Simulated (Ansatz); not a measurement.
Geometry relaxation of Al₃Cu₂ (part 2 of 2)

Al₃Cu₂ (slab, 10 atoms in the cell); DFT PBEsol, scalar-relativistic, plane waves, PAW, no spin polarisation (Ansatz 0.2.0); cutoff 420 eV, 7×7×1 k-mesh, Gaussian smearing of 0.1 eV. The structure derives from an entry of the Crystallography Open Database. The input holds or restrains some coordinates. Forces given for the steps count only the free coordinates. It belongs to a series of runs on one base structure; here: clean slab, lower half held.

Geometry of the input (Å; fractional positions):
```
4.8278  0.0000  0.0000
-2.4139  4.2378  0.0000
0.0000  0.0000  22.7749
Al 0.7500  0.5000  0.3732
Cu 0.7500  0.0000  0.4070
Cu 0.2500  0.0000  0.4070
Al 0.2500  0.5000  0.4407
Al 0.9093  0.8186  0.5000
Al 0.5907  0.1814  0.5000
Al 0.2500  0.5000  0.5593
Cu 0.2500  0.0000  0.5930
Cu 0.7500  0.0000  0.5930
Al 0.7500  0.5000  0.6268
```

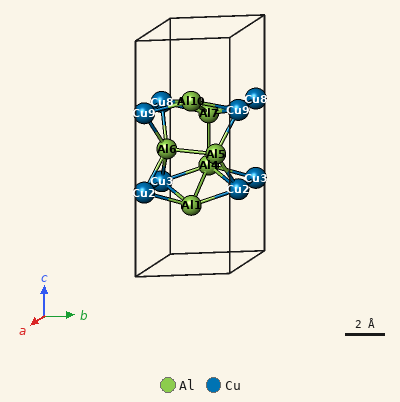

*The geometry at step 3 of the log (ball-and-stick view of the cell of the calculation, with the vacuum cut short, seen slightly off an axis; atoms are numbered from 1 in the order of the input).*

```
WARN: The output density's exchange-correlation potential varies sharply where the density is thin. Do not read a vacuum level from v_tot or v_xc, or from such a field of the output density. On a cell that repeats whose density bears no net charge and no dipole along the vacuum's axis use v_es (v_loc + v_h of the components); under efield.dipole_correction with no amplitude use v_es + v_field, which holds any external_charges[].barrier, or the levels of the report's work_function block, which leave it out; under a non-zero efield.amplitude the vacuum is tilted and has no level; on a cell that repeats and bears such a dipole with no correction it is tilted too, and efield.dipole_correction with no amplitude gives each side of its ramp a level where efield: is served; in a cell that repeats whose density bears a net charge (total_charge, or a fill off its count) it is curved and has none; of a slab under crystal.periodic whose density bears no net charge use v_es, which has a level on each side, short of where the two are joined; of another it falls or rises all the way out and has none; of a slab beside external_charges read slab_vacuum_level instead, which it has where they leave it neutral. The grid or the basis barely resolves most such structure, and the values can differ between equally converged runs; as a rule a tighter scf.convergence.dr2_threshold does not remove it. Where the density itself ripples (under the LDA too) a higher basis.ecutwfc lessens it. The files hold the spikes' plane waves up to the density's cutoff. Files: v_tot_of_output_density and the like, and their columns of v_z.tsv (output.write_potential); v_xc_of_output_density and the like, and their columns of v_comp_z.tsv (output.write_potential_components). Measured: with its Gaussian average of σ = 0.25 Å subtracted twice, the exchange-correlation potential is over 0.1 eV at 1 of the grid points where the equally averaged density (valence and model cores) is under 1e-3 e/Å³, and 0.133 eV at the most among them, at an averaged density of 1.3e-8 e/Å³. The input density's (outcome.potential() and, of a run that writes arrays, v_tot and v_xc) is over 0.1 eV, so measured, at 446 points of its own thin density, 0.204 eV at the most. See output.write_potential in the manual, Limitations
SCF converged after 7 iterations
Free energy (F): -29501.063451 eV
Harris-Foulkes:  -29501.063450 eV  (|F-HF|=1.06e-7)
Internal energy: -29501.040758 eV  (E = F + TS)
E sigma→0 (E₀):  -29501.052104 eV
Entropy (-TS):   -0.022693 eV (-2.269 meV/atom)
Fermi energy:    0.325844 eV
Dipole field:    D = -0.005319 V/Å  (p = -0.013695 e·Å, saw-weighted, corrected)
Work function:   Φ+ = 4.4681 eV   Φ− = 4.3470 eV
Levels:          The Fermi level and band energies are counted from a zero that moves with the ramp; work functions are not
--- Per-component energies (eV) ---
  E_band       = -2796.256955
  E_kinetic    = 1334.485661
  E_local      = -93536.683644  (includes V_loc(G=0)·N_el)
  E_nonlocal   = 1616.095992
  E_hartree    = 45112.484081
  E_xc         = -590.804672
  E_vxc        = -634.223480  (∫ρ·V_xc dr)
  E_paw        = -9223.250365  (= ΣΔE_a)
  E_vpaw       = -1800.864015  (= ΣTr[D̂ρ^β])
  E_aug_tail   = 0.001045  (compensation charges beyond the density's cutoff)
  E_efield     = 0.000036  (sawtooth field / dipole correction)
  E_vefield    = -0.010126  (∫n·V_field dr)
  E_ewald      = 25785.691465
  E_core_change = 0.939643  (= ΣΔE_core)
  E_smearing   = -0.022693  (= −TS)
  E_closure    = 0.000000  (closes the sum)
  Σ components = -29501.063451   (vs F -29501.063451, Δ=0.00e0)
--- Forces (eV/Å), atoms counted from 1 ---
  atom   1  Al     0.00000000     0.00000000     0.58372659
  atom   2  Cu     0.00000000     0.00000000    -0.17014514
  atom   3  Cu     0.00000000     0.00000000    -0.17014514
  atom   4  Al     0.00000000     0.00000000    -0.25630625
  atom   5  Al     0.00000000     0.01410690     0.00384958
  atom   6  Al    -0.00000000    -0.01410690     0.00384958
  atom   7  Al    -0.00000000     0.00000000     0.00731320
  atom   8  Cu    -0.00000000     0.00000000    -0.00411627
  atom   9  Cu     0.00000000     0.00000000    -0.00411627
  atom  10  Al     0.00000000     0.00000000     0.00620859
  max |Σ_I F_I| component: 1.18e-4 eV/Å
--- Band table (eV; the first three rows and the last of 16) ---
  k-point 0: bands = ["-112.6334", "-112.6231", "-112.6079", "-112.5976", "-70.2353", "-70.2189", "-70.1882", "-70.1853", "-70.1747", "-70.1600", "-70.0836", "-70.0717", "-70.0663", "-70.0618", "-70.0564", "-70.0557", "-9.9505", "-8.2550", "-5.7049", "-4.5879", "-4.4446", "-4.4155", "-4.3108", "-4.2142", "-3.8925", "-3.6931", "-3.3609", "-3.3346", "-3.2907", "-3.2697", "-3.0869", "-3.0607", "-3.0350", "-2.9494", "-2.5823", "-2.4998", "-2.4357", "-2.3319", "-2.3188", "-2.0930", "-1.7721", "-1.7380", "-0.9891", "-0.9524", "-0.9175", "-0.7393", "-0.2842", "-0.2366", "0.1566", "1.3329", "2.0241", "2.4541", "2.6032", "2.6100", "3.4181", "3.6558", "4.0102"]
  k-point 1: bands = ["-112.6334", "-112.6231", "-112.6079", "-112.5976", "-70.2353", "-70.2189", "-70.1883", "-70.1853", "-70.1747", "-70.1600", "-70.0836", "-70.0717", "-70.0663", "-70.0618", "-70.0564", "-70.0557", "-9.7818", "-8.0825", "-5.5913", "-4.7663", "-4.5613", "-4.4011", "-4.3803", "-4.2221", "-3.9338", "-3.9090", "-3.6763", "-3.4580", "-3.3155", "-3.2349", "-3.1472", "-3.0760", "-3.0127", "-2.9066", "-2.6528", "-2.6521", "-2.5032", "-2.4383", "-2.3283", "-2.3176", "-2.0997", "-1.6507", "-1.5668", "-1.4571", "-0.5083", "-0.4351", "0.0361", "0.0536", "0.6106", "1.4843", "2.4259", "2.4861", "2.8498", "2.9027", "3.2911", "3.5760", "3.9129"]
  k-point 2: bands = ["-112.6334", "-112.6231", "-112.6079", "-112.5976", "-70.2353", "-70.2189", "-70.1883", "-70.1853", "-70.1747", "-70.1601", "-70.0836", "-70.0717", "-70.0663", "-70.0618", "-70.0564", "-70.0557", "-9.2798", "-7.5729", "-6.0423", "-5.1513", "-4.7356", "-4.5615", "-4.2887", "-4.1920", "-4.1714", "-4.0619", "-3.9567", "-3.5963", "-3.5594", "-3.3255", "-3.2537", "-3.2341", "-3.1079", "-3.0457", "-2.9835", "-2.7001", "-2.6127", "-2.5065", "-2.4422", "-2.3268", "-2.3169", "-2.2313", "-1.2687", "-1.2334", "-1.0393", "-0.4393", "-0.1518", "0.9025", "1.1233", "1.9704", "2.3745", "2.5324", "3.3258", "3.7316", "4.0570", "4.1548", "4.5899"]
  k-point 15: bands = ["-112.6294", "-112.6271", "-112.6039", "-112.6016", "-70.2272", "-70.2240", "-70.1817", "-70.1790", "-70.1476", "-70.1246", "-70.1209", "-70.0974", "-70.0679", "-70.0657", "-70.0624", "-70.0602", "-8.7631", "-7.0791", "-6.5490", "-5.6046", "-5.0979", "-4.8188", "-4.0015", "-3.7920", "-3.7006", "-3.6314", "-3.5598", "-3.4617", "-3.4203", "-3.4009", "-3.3417", "-3.2341", "-3.1879", "-3.1705", "-3.1506", "-3.0162", "-3.0034", "-2.9823", "-2.9315", "-2.8673", "-2.7141", "-2.3478", "-2.2442", "-0.9770", "-0.7637", "-0.5873", "0.2991", "0.6183", "1.0708", "2.1524", "2.3645", "3.3319", "3.5646", "3.7113", "4.6951", "4.8938", "5.0118"]
--- Relaxed structure (4 steps of the walk, 4 accepted, 0 SCFs on fresh bases) ---
  F+E_penalty+E_count = -29501.06345054 eV   max|allowed force component| = 1.411e-2 eV/Å
  atoms:
    - { symbol: Al, position: [0.75, 0.49999999999999994, 0.3732181368999999] }
    - { symbol: Cu, position: [0.75, 0.0, 0.40696412509999996] }
    - { symbol: Cu, position: [0.25, -2.0194839173657902e-28, 0.40696412509999996] }
    - { symbol: Al, position: [0.25, 0.5, 0.4407101133999999] }
    - { symbol: Al, position: [0.9087607701241951, 0.8175215402483903, 0.4985587133324065] }
    - { symbol: Al, position: [0.5912392298758049, 0.18247845975160976, 0.4985587133324065] }
    - { symbol: Al, position: [0.25, 0.5, 0.5622416265407957] }
    - { symbol: Cu, position: [0.25, -2.0194839173657902e-28, 0.5916902112621008] }
    - { symbol: Cu, position: [0.75, 0.0, 0.5916902112621008] }
    - { symbol: Al, position: [0.75, 0.49999999999999994, 0.6156910699389025] }
```

## Trajectory as extended XYZ (Å, eV, eV/Å), 4 frames, from step=1 to step=4
```
10
Lattice="4.8278 0.0000 0.0000 -2.4139 4.2378 0.0000 0.0000 0.0000 22.7749" Properties=species:S:1:pos:R:3:forces:R:3 step=1 energy=-29500.97087
Al    2.4139    2.1189    8.5000    0.0000   0.0000   0.6596
Cu    3.6209    0.0000    9.2686    0.0000   0.0000  -0.0975
Cu    1.2070    0.0000    9.2686    0.0000   0.0000  -0.0975
Al    0.0000    2.1189   10.0371    0.0000   0.0000  -0.3547
Al    2.4139    3.4692   11.3874    0.0000  -0.0252   0.0000
Al    2.4139    0.7686   11.3874    0.0000   0.0252   0.0000
Al    0.0000    2.1189   12.7378    0.0000   0.0000   0.3547
Cu    1.2070    0.0000   13.5063    0.0000   0.0000   0.0974
Cu    3.6209    0.0000   13.5063    0.0000   0.0000   0.0974
Al    2.4139    2.1189   14.2749    0.0000   0.0000  -0.6596
10
Lattice="4.8278 0.0000 0.0000 -2.4139 4.2378 0.0000 0.0000 0.0000 22.7749" Properties=species:S:1:pos:R:3:forces:R:3 step=2 energy=-29501.05064
Al    2.4139    2.1189    8.5000    0.0000   0.0000   0.6072
Cu    3.6209    0.0000    9.2686    0.0000   0.0000  -0.1238
Cu    1.2070    0.0000    9.2686    0.0000   0.0000  -0.1238
Al    0.0000    2.1189   10.0371    0.0000   0.0000  -0.3064
Al    2.4139    3.4618   11.3748    0.0000   0.0274  -0.0716
Al    2.4139    0.7760   11.3748    0.0000  -0.0274  -0.0716
Al    0.0000    2.1189   12.7625    0.0000   0.0000   0.1751
Cu    1.2070    0.0000   13.4816    0.0000   0.0000   0.0609
Cu    3.6209    0.0000   13.4816    0.0000   0.0000   0.0609
Al    2.4139    2.1189   14.0998    0.0000   0.0000  -0.2069
10
Lattice="4.8278 0.0000 0.0000 -2.4139 4.2378 0.0000 0.0000 0.0000 22.7749" Properties=species:S:1:pos:R:3:forces:R:3 step=3 energy=-29501.06312
Al    2.4139    2.1189    8.5000    0.0000   0.0000   0.5946
Cu    3.6209    0.0000    9.2686    0.0000   0.0000  -0.1465
Cu    1.2070    0.0000    9.2686    0.0000   0.0000  -0.1465
Al    0.0000    2.1189   10.0371    0.0000   0.0000  -0.2477
Al    2.4139    3.4695   11.3642    0.0000  -0.0181  -0.0314
Al    2.4139    0.7683   11.3642    0.0000   0.0181  -0.0314
Al    0.0000    2.1189   12.8051    0.0000   0.0000   0.0168
Cu    1.2070    0.0000   13.4841    0.0000   0.0000   0.0011
Cu    3.6209    0.0000   13.4841    0.0000   0.0000   0.0011
Al    2.4139    2.1189   14.0343    0.0000   0.0000  -0.0101
10
Lattice="4.8278 0.0000 0.0000 -2.4139 4.2378 0.0000 0.0000 0.0000 22.7749" Properties=species:S:1:pos:R:3:forces:R:3 step=4 energy=-29501.06345
Al    2.4139    2.1189    8.5000    0.0000   0.0000   0.5837
Cu    3.6209    0.0000    9.2686    0.0000   0.0000  -0.1701
Cu    1.2070    0.0000    9.2686    0.0000   0.0000  -0.1701
Al    0.0000    2.1189   10.0371    0.0000   0.0000  -0.2563
Al    2.4139    3.4645   11.3546    0.0000   0.0141   0.0039
Al    2.4139    0.7733   11.3546    0.0000  -0.0141   0.0039
Al    0.0000    2.1189   12.8050    0.0000   0.0000   0.0073
Cu    1.2070    0.0000   13.4757    0.0000   0.0000  -0.0041
Cu    3.6209    0.0000   13.4757    0.0000   0.0000  -0.0041
Al    2.4139    2.1189   14.0223    0.0000   0.0000   0.0062
```

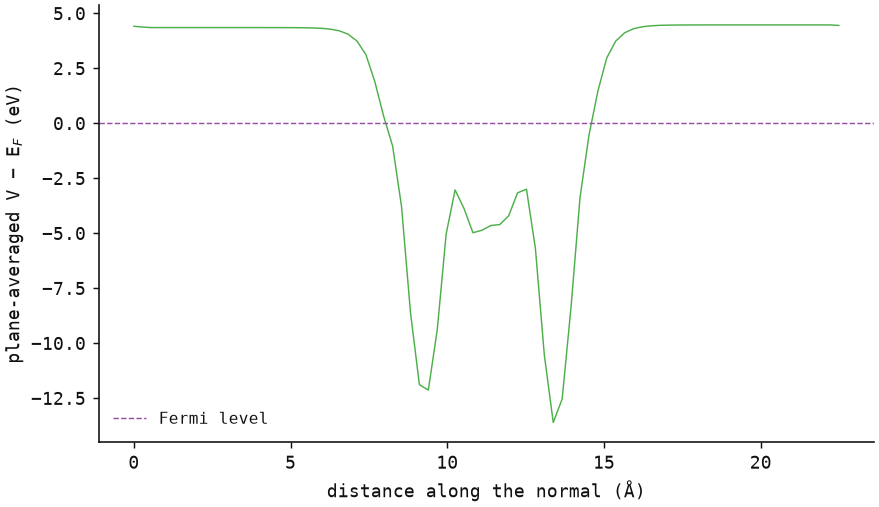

*Plane average of the electrostatic potential energy of an electron across the cell, from the Fermi level.*

The vacuum level lies 4.47 eV above the Fermi level on the upper side and 4.35 eV on the lower.

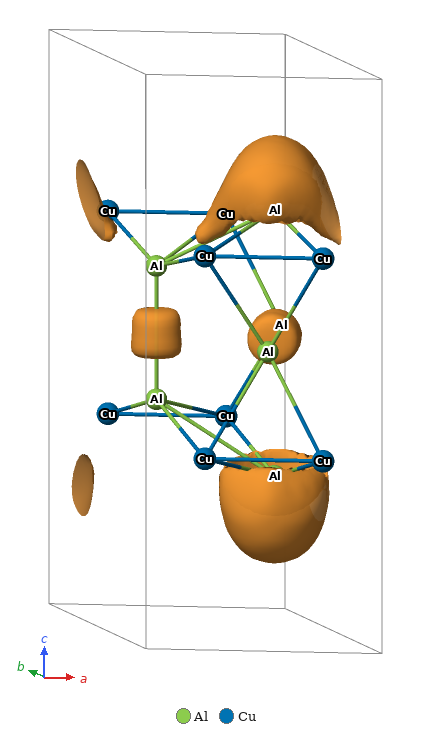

*Isosurface of the electron localisation function at 0.7 (orange), seen slightly off an axis. Only the valence region is drawn (cores and ρ < 0.01 e/Å³ removed). Sticks mark near contacts.*

Along the contacts the grid gives the following. Cu–Cu (2.41 Å): the ELF is about 0.25 at the midpoint; no shared electron pair. Al–Cu (2.50 Å): the ELF peaks at about 0.70 between the atoms. The fields are those of the smooth PAW valence density.

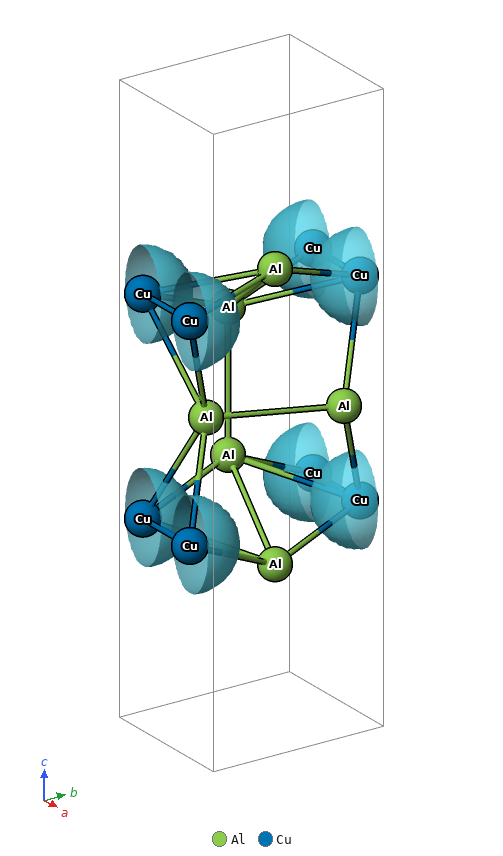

*Isosurface of the valence electron density at 0.6 e/Å³ (cyan), seen slightly off an axis. Sticks mark near contacts.*

At this value the density breaks into separate islands; it holds about 70 % of the electrons treated as valence (semicore included). It is pinched off along the Cu–Cu (2.41 Å), Al–Cu (2.50 Å), Al–Al (2.69 Å) and Al–Cu (2.56 Å) contacts. On the grid the lowest density along these lines, outside the cores, is 0.38 e/Å³ (Cu–Cu, 2.41 Å), 0.28 e/Å³ (Al–Cu, 2.50 Å), 0.25 e/Å³ (Al–Al, 2.69 Å) and 0.26 e/Å³ (Al–Cu, 2.56 Å).

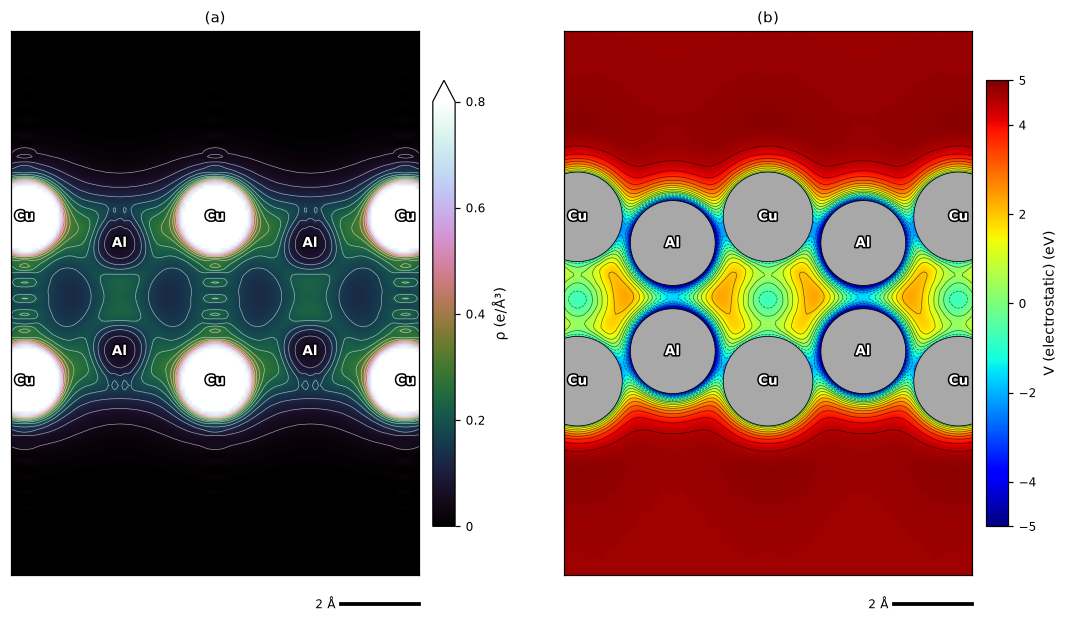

*(a) valence charge density (pseudo); (b) electrostatic potential energy of an electron on the (11̄0) plane of the calculation cell, a cut from vacuum to vacuum. Grey discs, where drawn, cover atomic cores.*

Atoms in the plane: Cu and Al. Al–Cu (2.56 Å): ρ is about 0.28 e/Å³ halfway. Al–Al (2.77 Å): ρ is about 0.23 e/Å³ halfway. The density dies away to nearly zero in the vacuum.

## Key numbers

- outcome: converged under the restraints of the input
- electrons treated: 94
- free energy: −29501.0635 eV
- work function, top face: 4.47 eV
- work function, bottom face: 4.35 eV
- Fermi energy: 0.326 eV
- gap on the k-point mesh: none (metallic)
- final volume: 465.96 Å³
- work function (upper face): 4.47 eV
- largest force (length of the vector) at the end, held atoms and coordinates included: 0.584 eV/Å
- hardware: 4 threads of Arm Neoverse V1, 24 GiB of memory available, shared host
- wall time: 54 s (CPU time 3.5 min)
- peak memory: 1.1 GiB

Warnings of the run: the exchange-correlation potential is rough where the density is thin.
